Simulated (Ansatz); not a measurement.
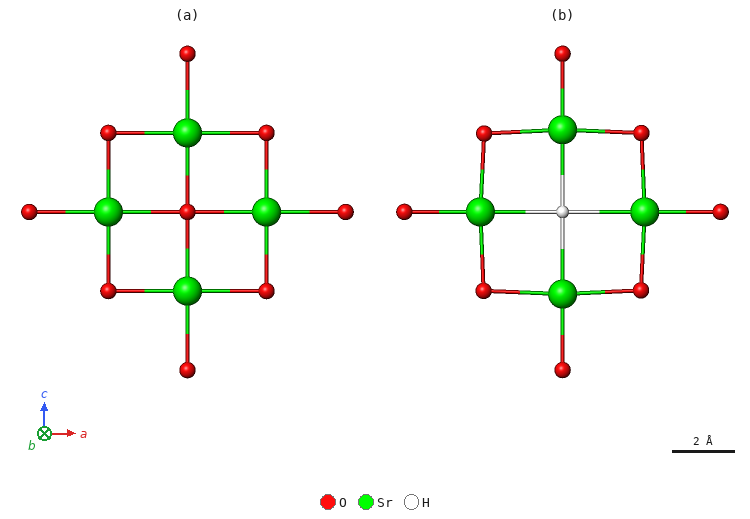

Left: perfect SrO. Right: the same region with one point defect, after relaxing the atoms in a supercell of 64 sites. The picture is a ball-and-stick view of the atoms within 5.4 Å of one point, in a slice 4.2 Å thick across the line of sight, seen along the b axis.

Level of theory: DFT, PBEsol, PAW, plane waves in Ansatz. (plane-wave cutoff 420 eV; k-point mesh 1 × 1 × 1; mesh shifted by (0.25, 0.25, 0.25); no spin polarisation) Fermi-Dirac smearing of 0.01 eV. A uniform background neutralises the charged cell. The axes drawn are those of the host's conventional cell.

Q: Which defect is it?

A: An oxygen atom is replaced by hydrogen.

The charge state of the cell is −1.

Q: What does the relaxation do around it?

A: In the host the O atom has 6 Sr at 2.56 Å; the H atom ends with 6 Sr at 2.66 Å. Of the host's atoms, a strontium atom moves furthest from its site, by 0.10 Å.

Limits of the set-up: the cell is charged, on a uniform background, and energies carry no finite-size correction.
